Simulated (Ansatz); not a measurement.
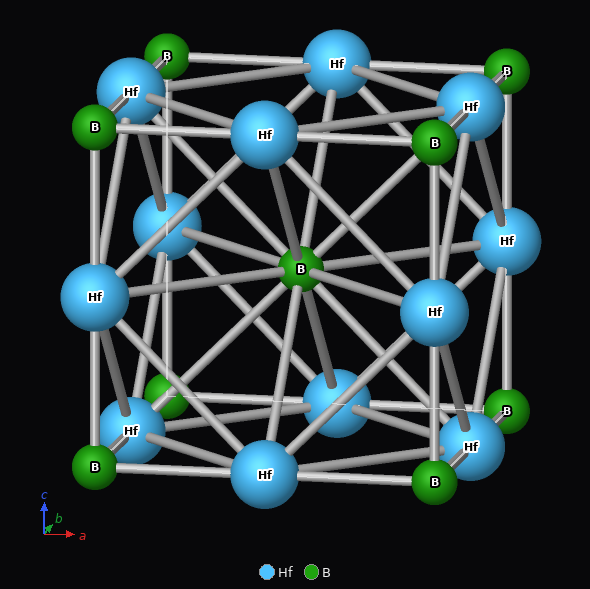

Drawn in the ball-and-stick manner and seen slightly off an axis. The edges of the conventional unit cell are marked. Cell: a = 4.43 Å, b = 4.43 Å, c = 4.43 Å, α = 90.00°, β = 90.00°, γ = 90.00°.

The initial geometry was a structure type filled with these elements by a generator (whether the compound takes this form wasn't checked). Earlier steps of the study may have refined or changed the cell and positions. It was run through Ansatz as a DFT input.

Notes on the structure:

Answer. The compound is Hf₃B₂. Space group: Pm-3m (No. 221). Lattice: primitive cubic. Content of the cell: 3 Hf, 2 B (Z = 1). The neighbours of Hf are eight Hf and six B (about 3.1 Å to Hf, 2.2 to 3.1 Å to B). B takes two kinds of site: 1b with twelve Hf in a cuboctahedral arrangement at about 3.1 Å; 1a with six Hf in an octahedral arrangement at about 2.2 Å. The bonds build a three-dimensional framework.

Run with DFT PBE, scalar-relativistic, plane waves, PAW (Ansatz) and these settings: plane waves to 420 eV, k-mesh 8×8×8, Gaussian smearing of 0.1 eV, no spin polarisation.

What is the electronic character?

Answer. A metal: bands cross the Fermi level.

How charged are the atoms, by the Bader scheme?

Answer. Hf +1.25 e; B -2.22 to -1.52 e.

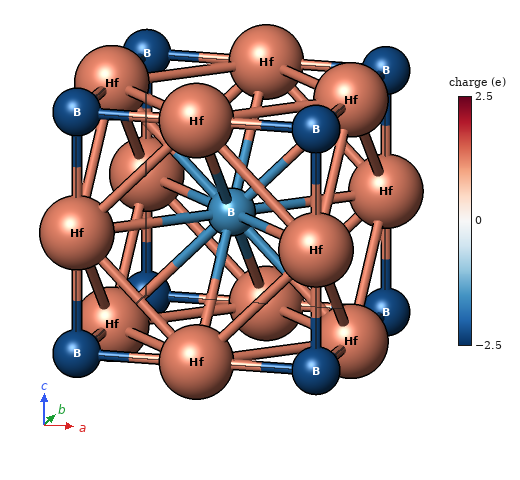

The atoms coloured by those charges. The run's cell of 5 atoms is drawn.

Is this an equilibrium geometry for the method given?

Answer. Yes. All forces vanish to within 0.01 eV/Å. The pressure is 0.0 GPa, close to zero.
